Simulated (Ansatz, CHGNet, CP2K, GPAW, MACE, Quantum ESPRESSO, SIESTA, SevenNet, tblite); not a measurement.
# Running glassy ZnIn2Ga2O7 (96 atoms) with CP2K

How near does CP2K come to plane waves for glassy ZnIn2Ga2O7 (96 atoms)?

Method: the method is named at each step, in CP2K 2026.2.

### 1. The structure

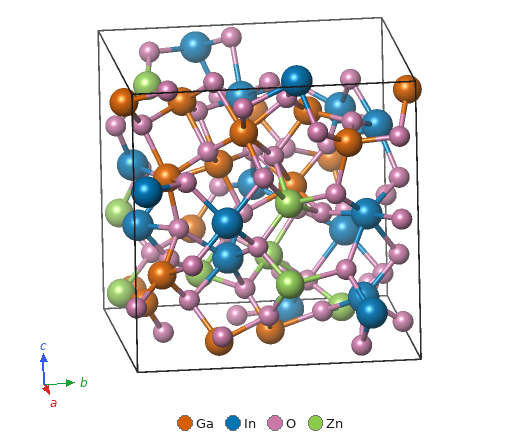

The starting structure, seen slightly off an axis (gallium orange, indium blue, oxygen pink, zinc green). Bonds to atoms that aren't drawn are left out. Some periodic images of atoms are drawn too.

The cell holds 96 atoms: 16 Ga, 16 In, 56 O and 8 Zn. Its edges and angles: a = 10.656 Å, b = 10.656 Å, c = 10.656 Å, α = 90.0°, β = 90.0°, γ = 90.0°. 96 atoms (16 Fe, 16 Sc, 56 O, 8 Zn) placed at random at 4.16 g/cm³, melted at 4500 K for 20 ps at fixed volume with the Morse and Coulomb pair potential with partial charges (Pedone, Malavasi, Menziani, Cormack and Segre, J. Phys. Chem. B 110, 11780 (2006)). Quenched from 4500 K to 300 K at 100 K/ps and fixed volume, held 5 ps. Then Fe was replaced by Ga, Sc was replaced by In (the potential has no terms for the new elements, so the cell is a start for a DFT relaxation). Then every atom was moved at random, 0.03 Å r.m.s. a Cartesian component.

The yardstick, on the same geometry:

* method: Kohn-Sham DFT, PBE, PAW, plane waves (Ansatz 0.2.0); cutoff 420 eV, Γ point, fermi-dirac smearing of 0.05 eV; PAW set soft_2
* r.m.s. force component: 1.03 eV/Å
* longest force: 4.265 eV/Å
* pressure: 4.822 GPa
* gap (highest filled to lowest empty level): 0.5266 eV
* SCF cycles: 10
* time: 36 s on 4 threads of Arm Neoverse V1, shared host
* CPU time: 2.2 min

### 2. PBE, DZVP-MOLOPT-SR, 800/50 Ry, OT CG

Method: Kohn-Sham DFT, PBE, GTH-PBE pseudopotentials, Gaussian and plane waves, DZVP-MOLOPT-SR-GTH, orbital transformation.

Input file input.inp:

```
&GLOBAL
  PROJECT cell
  RUN_TYPE ENERGY_FORCE
  PRINT_LEVEL LOW
&END GLOBAL
&FORCE_EVAL
  METHOD QS
  STRESS_TENSOR ANALYTICAL
  &DFT
    BASIS_SET_FILE_NAME BASIS_MOLOPT
    POTENTIAL_FILE_NAME GTH_POTENTIALS
    &MGRID
      CUTOFF 800
      REL_CUTOFF 50
      NGRIDS 5
    &END MGRID
    &QS
      EPS_DEFAULT 1.0E-12
    &END QS
    &SCF
      SCF_GUESS ATOMIC
      EPS_SCF 1.0E-06
      MAX_SCF 30
      &OT
        MINIMIZER CG
        PRECONDITIONER FULL_ALL
        ENERGY_GAP 0.001
      &END OT
      &OUTER_SCF
        EPS_SCF 1.0E-06
        MAX_SCF 8
      &END OUTER_SCF
      &PRINT
        &RESTART OFF
        &END RESTART
      &END PRINT
    &END SCF
    &XC
      &XC_FUNCTIONAL PBE
      &END XC_FUNCTIONAL
    &END XC
    &PRINT
      &MULLIKEN ON
      &END MULLIKEN
      &HIRSHFELD ON
        SHAPE_FUNCTION DENSITY
      &END HIRSHFELD
      &MO_CUBES
        NHOMO 1
        NLUMO 4
        WRITE_CUBE F
      &END MO_CUBES
    &END PRINT
  &END DFT
  &SUBSYS
    &CELL
      A 10.65570 0.00000 0.00000
      B 0.00000 10.65570 0.00000
      C 0.00000 0.00000 10.65570
    &END CELL
    &TOPOLOGY
      COORD_FILE_NAME structure.xyz
      COORD_FILE_FORMAT XYZ
    &END TOPOLOGY
    &KIND Ga
      BASIS_SET DZVP-MOLOPT-SR-GTH-q13
      POTENTIAL GTH-PBE-q13
    &END KIND
    &KIND In
      BASIS_SET DZVP-MOLOPT-SR-GTH-q13
      POTENTIAL GTH-PBE-q13
    &END KIND
    &KIND O
      BASIS_SET DZVP-MOLOPT-SR-GTH-q6
      POTENTIAL GTH-PBE-q6
    &END KIND
    &KIND Zn
      BASIS_SET DZVP-MOLOPT-SR-GTH-q12
      POTENTIAL GTH-PBE-q12
    &END KIND
  &END SUBSYS
  &PRINT
    &FORCES ON
    &END FORCES
    &STRESS_TENSOR ON
    &END STRESS_TENSOR
  &END PRINT
&END FORCE_EVAL
```

Input file structure.xyz:

```xyz
96

Ga 4.93934 6.62145 5.52402
Ga 6.17967 5.53084 0.34205
Ga 0.04294 1.07697 0.69166
Ga 8.45764 3.34067 0.52724
Ga 8.03429 10.64707 9.74656
Ga 7.72410 4.50555 8.30548
Ga 8.27149 1.26568 3.11924
Ga 0.55900 3.28515 3.03964
Ga 5.72424 7.15434 8.56452
Ga 0.14982 5.76868 7.34966
Ga 0.19010 8.64231 5.43110
Ga 5.62909 0.86375 1.47677
Ga 7.20102 1.66623 6.58778
Ga 5.55258 2.45827 9.09624
Ga 8.85478 8.29781 8.00616
Ga 5.01063 3.84724 6.51351
In 7.48019 8.90966 1.72569
In 9.32736 3.63977 5.23973
In 7.70748 9.06097 4.98026
In 2.06539 5.46701 4.99156
In 9.15112 6.37360 10.52368
In 10.29948 8.88856 1.78142
In 5.46201 9.77692 7.83301
In 5.57474 0.71319 4.43831
In 0.57839 3.58032 9.99292
In 3.12660 8.75206 3.32255
In 2.91028 0.85960 6.13225
In 2.75610 8.71285 7.92230
In 10.40508 0.51648 6.82327
In 6.58213 3.94154 3.26778
In 3.06628 4.97397 8.59297
In 1.78877 6.72588 0.09356
O 3.46736 6.95242 4.31055
O 1.15412 1.37672 5.56569
O 4.74008 5.84486 9.48336
O 9.04520 2.15863 6.80398
O 6.59481 0.81921 8.51156
O 8.08586 5.26381 1.33473
O 4.02072 10.04875 1.80167
O 6.32586 5.77283 7.01390
O 6.62017 3.26714 7.37897
O 6.16358 7.50353 0.97382
O 0.31711 4.40272 4.56149
O 9.12309 1.51194 10.36224
O 8.17676 4.89619 4.01049
O 2.14094 7.02040 8.83784
O 8.81855 8.12039 3.14034
O 1.20921 9.61517 6.88870
O 7.36831 6.18244 9.48304
O 3.18989 7.30565 1.48231
O 4.50225 8.92117 9.40451
O 6.36849 7.53774 4.78622
O 3.78448 10.25600 4.74509
O 1.50714 1.73485 10.09755
O 4.64993 8.00041 6.99781
O 2.64805 4.42968 3.27087
[... 36 atom lines left out ...]
Zn 0.49474 0.59704 3.75432
Zn 3.75922 3.19735 2.05666
Zn 4.45749 8.42195 0.69560
Zn 2.56206 0.37039 1.16989
```

On the command line:

```sh
> OMP_NUM_THREADS=2 cp2k.psmp -i input.inp > output.txt
```

Numbers of over 12 decimals in the logs are rounded to 6 here.

The log of the run:

```text
CP2K| version string:                                       CP2K version 2026.2
 CP2K| Input file name                                                 input.inp
 GLOBAL| Basis set file name                                        BASIS_MOLOPT
 GLOBAL| Potential file name                                      GTH_POTENTIALS
 GLOBAL| Run type                                                   ENERGY_FORCE
 GLOBAL| Total number of message passing processes                             1
 GLOBAL| Number of threads for this process                                    2
 TOTAL NUMBERS AND MAXIMUM NUMBERS
  Total number of            - Atomic kinds:                                   4
                             - Atoms:                                         96
                             - Shell sets:                                    96
                             - Shells:                                       560
                             - Primitive Cartesian functions:                520
                             - Cartesian basis functions:                   1984
                             - Spherical basis functions:                   1728
  Maximum angular momentum of- Orbital basis functions:                        3
                             - Local part of the GTH pseudopotential:          2
                             - Non-local part of the GTH pseudopotential:      4
 SCF PARAMETERS         Density guess:                                    ATOMIC
                        max_scf:                                              30
                        eps_scf:                                        1.00E-06
                        Outer loop SCF in use
                        eps_scf                                         1.00E-06
                        max_scf                                                8
 Extrapolation method: initial_guess
 Number of electrons:                                                        848
[... lines left out ...]
  Step     Update method      Time    Convergence         Total energy    Change
[... lines left out ...]
  Total energy:                                             -3477.385826
[... lines left out ...]
  Precond_solver : DEFAULT
  Line search    : 2PNT                : 2 energies, one gradient
  stepsize       :    0.15000000                  energy_gap     :    0.00100000
  eps_taylor     :   0.10000E-15                  max_taylor     :             4
  ----------------------------------- OT ---------------------------------------
  Step     Update method      Time    Convergence         Total energy    Change
[...]
- OT LS       0.96E-01    7.3                    -3477.3898536042
     5 OT CG       0.96E-01   18.8     0.00000169     -3477.3898536043 -1.81E-06
     - OT LS       0.10E+00    7.6                    -3477.3898537101
     6 OT CG       0.10E+00   19.1     0.00000071     -3477.3898537104 -1.06E-07
  *** SCF run converged in     6 steps ***
  Electronic density on regular grids:       -848.0000000179       -0.0000000179
  Core density on regular grids:              847.9999999994       -0.0000000006
  Total charge density on r-space grids:       -0.0000000185
  Total charge density g-space grids:          -0.0000000185
  Overlap energy of the core charge distribution:               1.62329e-07
  Self energy of the core charge distribution:              -5958.588330
  Core Hamiltonian energy:                                   1795.549085
  Hartree energy:                                            1240.271082
  Exchange-correlation energy:                               -554.621691
  Total energy:                                             -3477.389854
  outer SCF iter =    2 RMS gradient =   0.71E-06 energy =      -3477.3898537104
  outer SCF loop converged in   2 iterations or   70 steps
 !-----------------------------------------------------------------------------!
                     Mulliken Population Analysis
 #  Atom  Element  Kind  Atomic population                           Net charge
       1     Ga       1         12.176543                              0.823457
       2     Ga       1         12.141154                              0.858846
       3     Ga       1         12.091048                              0.908952
[...]
95     Zn       4         11.528379                              0.471621
      96     Zn       4         11.498284                              0.501716
 # Total charge                            848.000000                 -0.000000
 !-----------------------------------------------------------------------------!
 !-----------------------------------------------------------------------------!
                           Hirshfeld Charges
  #Atom  Element  Kind  Ref Charge     Population                    Net charge
      1       Ga     1      13.000         12.558                         0.442
      2       Ga     1      13.000         12.539                         0.461
      3       Ga     1      13.000         12.560                         0.440
[...]
95       Zn     4      12.000         11.636                         0.364
     96       Zn     4      12.000         11.578                         0.422
  Total Charge                                                            0.000
 !-----------------------------------------------------------------------------!
  Eigenvalues of the occupied subspace spin            1
      -0.53457116     -0.52420984     -0.51559930     -0.51445206
      -0.51070878     -0.50867719     -0.50604371     -0.50239237
      -0.50079734     -0.49941904     -0.49405737     -0.49158316
[...]
0.16824043      0.17008634      0.17235788      0.17800413
 Fermi Energy [eV] :    4.843739
  Using OT eigensolver for additional unoccupied orbitals spin            1
  Lowest Eigenvalues of the unoccupied subspace spin            1
 OT| Eigensolver reached convergence in 193 iterations
       0.19504798      0.27660644      0.28363286      0.28897131
 HOMO - LUMO gap [eV] :    0.463787
 ENERGY| Total FORCE_EVAL ( QS ) energy [hartree]          -3477.389854
 FORCES| Atomic forces [hartree/bohr]
 FORCES|   Atom     x               y               z               |f|
 FORCES|      1  1.94301128E-02 -3.33787898E-03  2.88465620E-02   3.49398749E-02
 FORCES|      2 -4.46211729E-03  2.58876298E-02 -2.53304226E-02   3.64926044E-02
 FORCES|      3 -6.80229416E-03 -1.40296799E-02  8.27557144E-03   1.76518612E-02
[...]
FORCES|     95  3.17013365E-02  1.36406452E-02 -3.74572599E-02   5.09321927E-02
 FORCES|     96 -1.60583345E-02  7.05344003E-03 -2.33946855E-03   1.76944691E-02
 FORCES| Sum    -4.80457291E-04  2.16683367E-03 -1.97109352E-03
 FORCES| Total atomic force                                       2.96836942E-03
 STRESS| Analytical stress tensor [bar]
 STRESS|                        x                   y                   z
 STRESS|      x        9.20299995464E+04  -1.73090717628E+03  -8.10941772151E+03
 STRESS|      y       -1.73090717628E+03   5.47215539517E+04  -2.18321189039E+04
 STRESS|      z       -8.10941772151E+03  -2.18321189039E+04   7.09243732408E+04
 STRESS| 1/3 Trace                                             7.25586422463E+04
```

It took 17 min on 2 threads of Arm Neoverse V1, shared host; peak memory 3.1 GiB; 33 min of CPU time.

Banners, paths, timers and routine set-up lines are dropped from the logs unmarked, and long logs keep their key lines alone; longer cuts are marked.

Against the reference:

- r.m.s. force component: 1.101 eV/Å
- r.m.s. difference of force components: 88.99 meV/Å
- longest difference of force vectors: 363.7 meV/Å
- force difference over r.m.s. force: 8.637 %
- slope of forces against the reference's: 1.067
- correlation of force components: 0.9987
- gap (highest filled to lowest empty level): 0.4638 eV
- gap difference: -0.0628 eV
- pressure: 7.256 GPa
- pressure difference: 2.433 GPa

Length of the force difference by element (eV/Å):

```tsv
element	atoms	mean	most
Ga	16	0.10	0.19
In	16	0.18	0.36
O	56	0.14	0.35
Zn	8	0.10	0.18
```

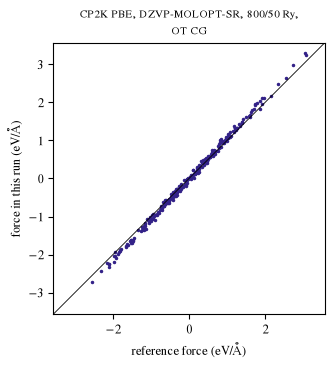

Force components against those of the reference; the line marks equality.

Local excerpt of 11 atoms (numbers count through the whole input) about Zn94, whose charge lies farthest from its element's mean; x, y, z are measured from there.

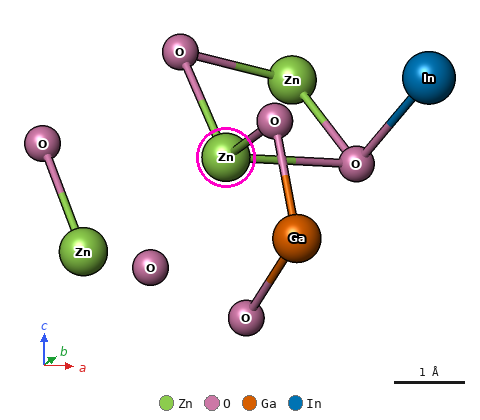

The atoms of the table, within 3.2 Å (arrows a, b, c point along x, y, z); some may hide others; the central atom is ringed.

```tsv
atom	x	y	z	distance (Å)	bonds	Hirshfeld charge (e)	Fx	Fy	Fz (eV/Å)
Zn94	0.00	0.00	0.00	0.00	3	0.51	-0.35	-0.02	0.13
O57	1.17	-1.27	0.88	1.94	3	-0.33	-0.33	0.76	-2.22
O56	-1.11	1.23	1.21	2.06	4	-0.36	-0.76	-1.56	-1.13
O62	1.46	1.52	-0.31	2.13	4	-0.31	-0.15	-0.52	0.06
O83	0.82	-1.51	-1.99	2.63	3	-0.34	-0.27	0.34	-0.03
Zn90	0.12	2.59	0.61	2.66	4	0.41	0.29	1.05	-0.67
O82	-2.25	-1.54	0.36	2.76	4	-0.33	0.30	0.08	-0.33
Ga12	1.87	-2.33	-0.58	3.05	6	0.47	-0.55	0.33	-0.57
O72	-1.67	1.56	-2.06	3.08	3	-0.41	1.93	-0.97	0.23
In30	2.82	0.74	1.21	3.16	5	0.53	-1.07	-2.09	-1.63
Zn96	-1.20	-2.83	-0.89	3.20	3	0.42	-0.83	0.36	-0.12
```

Forces lie 8.6 % from the reference's, at 15 times its CPU time (on 2 against 4 cores); the SCF took 70 steps, which the time reflects.

Mean charges by element (e), by run and scheme:

```tsv
run	scheme	Ga	In	O	Zn
reference	Löwdin	+0.96	+1.18	-0.76	+1.49
CP2K PBE, DZVP-MOLOPT-SR, 800/50 Ry, OT CG	Mulliken	+0.87	+0.89	-0.58	+0.56
CP2K PBE, DZVP-MOLOPT-SR, 800/50 Ry, OT CG	Hirshfeld	+0.47	+0.52	-0.34	+0.43
```

The reference's Löwdin charges lack the electrons that the projection spills, 0.037 e an atom on average.

### 3. Outcome

```
force difference from the reference : CP2K PBE, DZVP-MOLOPT-SR, 800/50 Ry, OT CG, 8.6 %
its CPU time                        : 33 min
```

What this shows: The PBE run in local orbitals differs by 8.6 % (CP2K PBE, DZVP-MOLOPT-SR, 800/50 Ry, OT CG); basis, grid and potentials can all enter. At the same functional, the gap of CP2K PBE, DZVP-MOLOPT-SR, 800/50 Ry, OT CG lies 0.06 eV below the reference's 0.527 eV. In pressure, CP2K PBE, DZVP-MOLOPT-SR, 800/50 Ry, OT CG misses by +2.4 GPa, at the same functional. Charges hang on scheme and program or settings: among these rows the mean for Zn runs from +0.43 to +1.49 e. The quench rate of 100 K/ps is many orders above laboratory rates, so the cell is likely richer in defects and strain than a real sample. The network of bonds at the start is that of the classical potential that made the cell, and needn't be the one that DFT or experiment would give. The reference's stress is far from hydrostatic: its diagonal is 6.6, 3.1, 4.8 GPa, compression counted positive. The electronic-structure runs sample only Γ, in a cell whose shortest periodic width is 11 Å.

[Also dropped from logs without a mark: logging warnings of Python, and SIESTA's first energy breakdown and zero terms.]

[Logs are printed without paths, hosts, clocks, repeated set-up lines and the standing remarks that a program may print on its own settings, such as how far it seeks lower states.]

[Hosts, paths, dates, database ids (printed as entryN), source tags and the programs' standing remarks are cut or masked in the printed files.]
